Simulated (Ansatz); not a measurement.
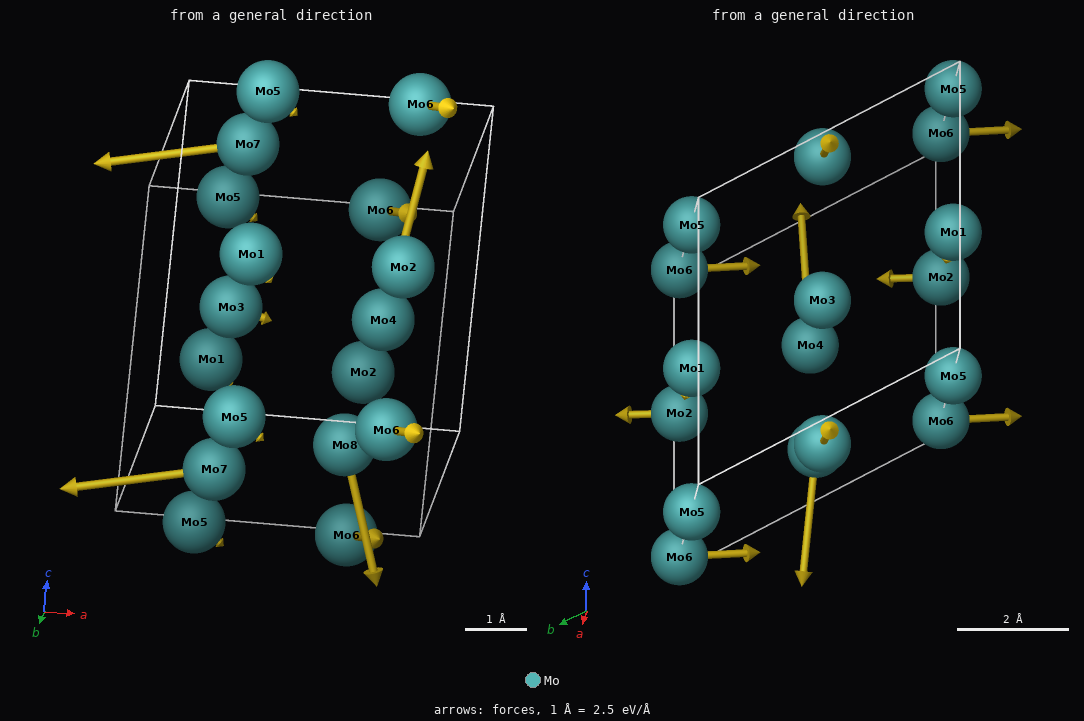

Shown here is a spheres-only view of the crystal, taken from two general directions. The box is the simulation cell; atoms on or close to its faces, edges and corners are drawn wherever they repeat. The arrows are the computed forces on the atoms.

System: Mo. Method used: DFT r2SCAN, scalar-relativistic, plane waves, PAW (Ansatz). It ran with a basis cut at 500 eV, an 8×6×6 grid in reciprocal space, Gaussian smearing of 0.15 eV, no spin polarisation.

Is the structure at rest?

Answer. No. The atoms still feel forces of up to about 6.1 eV/Å, far above a usual threshold of 0.01 to 0.03 eV/Å.

The structure comes from a structure listed in the Materials Project. The cell was then strained or its atoms displaced on purpose. A calculation with Ansatz used it as input.
